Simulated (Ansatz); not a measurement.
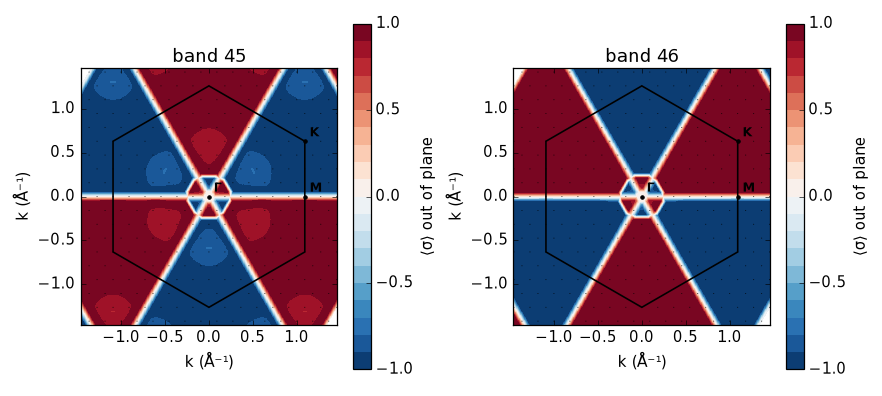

Spin texture of a single layer of WSe2 (space group of the slab cell P-6m2) in the plane k₃ = 0, seen along b₁ × b₂: arrows give the in-plane part of ⟨σ⟩, colours the part out of the plane.

The calculation used Ansatz 0.2.0, DFT PBE, spin-orbit coupling, plane waves, PAW; levels and slopes on a dense k mesh at the converged density. Non-magnetic. Mesh 36×36×1, interpolated with the band slopes. Unrelaxed database geometry. The cell comes from a database of computed structures, not from a measurement.

**How is the spin locked to momentum in these bands?**

Band 45 (valence band): the spin expectation value has a mean length of 0.8, almost wholly out of the plane; its out-of-plane part is −1.0 at the labelled K point and +1.0 at the opposite point, so spin is locked to the valley. Band 46 (valence band): the spin expectation value has a mean length of 0.9, almost wholly out of the plane; its out-of-plane part is +1.0 at the labelled K point and −1.0 at the opposite point, so spin is locked to the valley.

**Why are these bands spin-split?**

The structure has no inversion centre, so spin-orbit coupling splits the pair at general k (symmetry can keep it degenerate on some lines and at time-reversal-invariant points), and the spin at −k is opposite to that at k. Bands 45 and 46 lie up to 0.47 eV apart in this plane.
